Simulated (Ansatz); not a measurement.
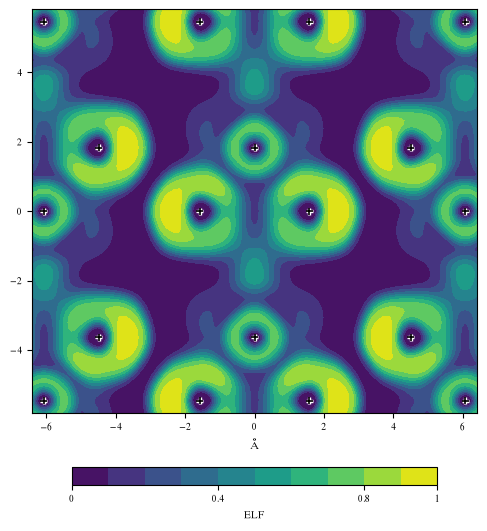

The electron localisation function on a plane through atoms (crosses mark nuclei in the plane).

The calculation used DFT HSE06, scalar-relativistic, plane waves, PAW (Ansatz 0.2.0).

Candidates:
A. InP, a = 5.96 Å, b = 5.96 Å, c = 5.96 Å, α = 90.00°, β = 90.00°, γ = 90.00°. Space group F-43m.
B. WS2, a = 3.15 Å, b = 3.15 Å, c = 12.14 Å, α = 90.00°, β = 90.00°, γ = 120.00°. Space group P6₃/mmc; not relaxed (largest force 0.5 eV/Å).

Question: Which candidate gave the map?

Answer: Candidate B: WS2 on the (110) plane of the conventional cell, which holds W and S. W–S (2.41 Å): the ELF peaks at about 0.85 in the valence shell of S, 0.8 Å from its nucleus, and is about 0.50 at the midpoint.
